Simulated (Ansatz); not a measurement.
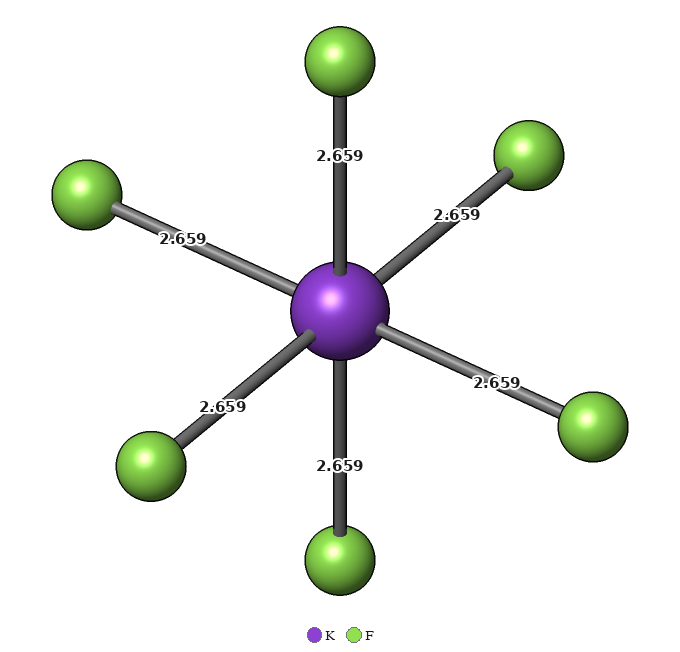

The surroundings of site K1 (at 0.000, 0.000, 0.000) in KF (Fm-3m), with bond lengths in Å.

The cell is taken from a calculation's input that goes back to an entry of the Crystallography Open Database (an earlier step may have relaxed or displaced it).

```
CELL_PARAMETERS angstrom
5.31791 0.00000 0.00000
0.00000 5.31791 0.00000
0.00000 0.00000 5.31791
ATOMIC_POSITIONS crystal
K 0.00000 0.00000 0.00000
F 0.50000 0.00000 0.00000
K 0.00000 0.50000 0.50000
F 0.50000 0.50000 0.50000
K 0.50000 0.00000 0.50000
F 0.00000 0.00000 0.50000
K 0.50000 0.50000 0.00000
F 0.00000 0.50000 0.00000
```

Bond valence s = exp((R0 − d)/b), R0 fitted to published crystal structures with b = 0.37 Å; R0 in Å: K+–F 1.971.

Calculate the bond-valence sum of K1 from the bonds drawn.

Answer. 6 × 0.156 = 0.93 v.u., against a formal valence of 1: a close match.

And over the whole structure?

Answer.
```csv
site,"x, y, z",formal valence,bond-valence sum,difference
K1,"0.000, 0.000, 0.000",+1,0.94,-0.06
F1,"0.500, 0.000, 0.000",−1,0.94,-0.06
```

These sums include all anions within 5 Å. The global instability index (root mean square of the differences over all atoms) is 0.06 v.u.: little strain. The cell was not relaxed for this table, and a volume that is off by a few per cent shifts all sums together.
